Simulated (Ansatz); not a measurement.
This input was run:

```
crystal:
  lattice:
    - [2.8876514431, 0.0, 0.0]
    - [0.0, 2.8876514431, 0.0]
    - [0.0, 0.0, 23.1675116685]
  atoms:
    - { symbol: Au, position: [0.5, 0.5, 0.3251834942] }
    - { symbol: Au, position: [0.0, 0.0, 0.4118225573] }
    - { symbol: Au, position: [0.5, 0.5, 0.5000000001] }
    - { symbol: Au, position: [0.0, 0.0, 0.5881774429] }
    - { symbol: Au, position: [0.5, 0.5, 0.6748165055] }
basis:
  ecutwfc: 420
kpoints:
  mp_grid: { grid: [12, 12, 1] }
  band_path:
    path: [[0.5, 0, 0], [0, 0, 0], [0.5, 0.5, 0], [0.5, 0, 0]]
    npoints: 12
hamiltonian:
  xc: pbesol
scf:
  occupations: { method: gaussian, width: 0.1 }
  n_extra_bands: 32
output:
  forces: true
  eigenvalues: true
  populations: true
  fatbands: true
  write_density: true
  write_potential: true
  elf: true
  volumetric_format: npy
magnetization:
  noncollinear: true
  spin_orbit: true
efield:
  axis: 3
  dipole_correction: true
  ramp_width: 0.04
```

Run as:
```bash
ansatz run input.yaml --threads 2 --pin off --max-ram 4096MiB --backend cpu --events-out ev --progress --plain --runs-dir out
```

Predict the main features of the band structure. The path is X–Γ–M–X.

A metal: bands cross the Fermi level along this path. Bands cross the Fermi level on every line of the path. At M the nearest levels lie 0.94 eV below and 1.53 eV above the Fermi level.

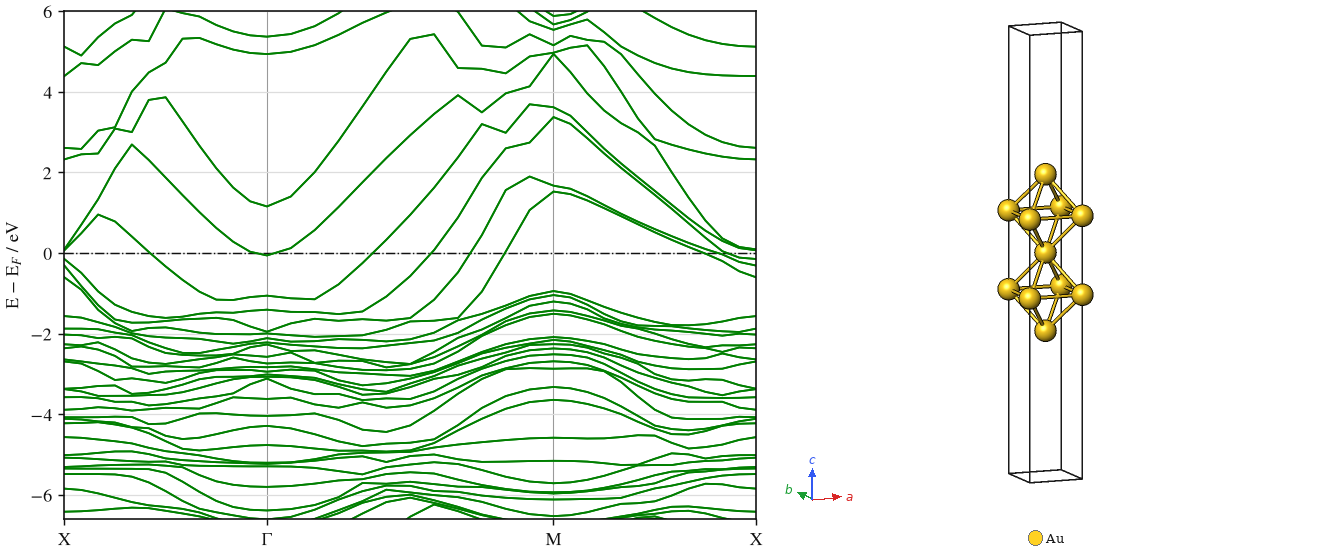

Band structure, beside the structure. Energies are counted from the Fermi level.
